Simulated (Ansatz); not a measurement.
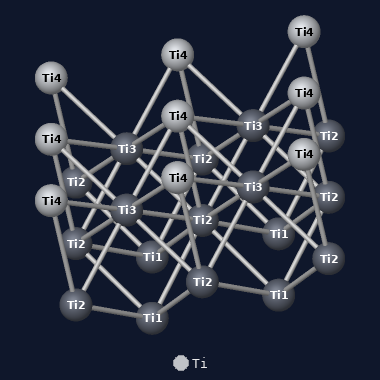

The system is S on a Ti(100) slab cut from the Im-3m phase, its upper half relaxed before the scan (4 atoms of substrate and one adsorbate in a 1 × 1 cell); the picture shows it without the atoms that are moved over the map. S is moved over the surface cell; relaxed at each place: the height of the adsorbate's atoms; substrate rigid; the origin of the map has the adsorbate above Ti4. Places are given modulo a cell vector. The map is drawn in real space over the plane of the surface. The grid has 8 × 8 points; 15 points were computed and 49 follow by symmetry. Energies: eV, counted from the lowest grid point. With one adsorbate in each 1 × 1 cell, its nearest image is 3.3 Å away, so neighbouring adsorbates interact. Method: DFT PBE, scalar-relativistic, plane waves, PAW (Ansatz). Settings: cutoff 420 eV, k-mesh 8×8×1, gaussian smearing 0.1 eV, no spin polarisation.

Range: position of S5 along the first surface vector from 0.000 to 0.875; position of S5 along the second surface vector from 0.000 to 0.875.

Q: What landscape does the calculation give?

A: The lowest grid point is at a fourfold hollow over a second-layer Ti atom, (4/8, 4/8) of the cell vectors. No other kind of well shows on this grid. The highest grid point, the top site over a surface Ti atom, (0/8, 0/8) of the cell vectors, lies 3.30 eV above the lowest. On the interpolated surface the easiest way out of the lowest well to its copy in the next cell or period passes a barrier of about 1.9 eV. At the lowest point the adsorbate has 5 Ti at 2.50 Å as nearest neighbours, at the highest 1 Ti at 2.20 Å. Its relaxed height above the top atom is 0.98 Å at the lowest and 2.20 Å at the highest point.

```tsv
second ↓, first →	0/8	1/8	2/8	3/8	4/8	5/8	6/8	7/8
7/8	3.21	3.12	2.83	2.33	1.82	2.33	2.83	3.12
6/8	2.93	2.83	2.53	1.94	1.37	1.94	2.53	2.83
5/8	2.43	2.33	1.94	1.11	0.49	1.11	1.94	2.33
4/8	1.92	1.82	1.37	0.49	0.00	0.49	1.37	1.82
3/8	2.43	2.33	1.94	1.11	0.49	1.11	1.94	2.33
2/8	2.93	2.83	2.53	1.94	1.37	1.94	2.53	2.83
1/8	3.21	3.12	2.83	2.33	1.82	2.33	2.83	3.12
0/8	3.30	3.21	2.93	2.43	1.92	2.43	2.93	3.21
```

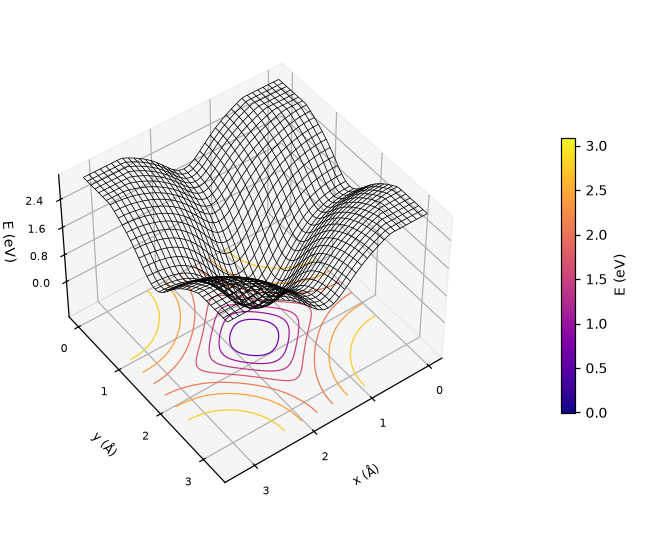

The picture shows a relief with its contours projected below, any walls above the top of the colour scale cut off. Between grid points the surface is interpolated.

Time for the 15 points that were run: 20 min on 1 thread of Arm Neoverse V1, with other jobs on the host.

PAW datasets: the set soft_1.
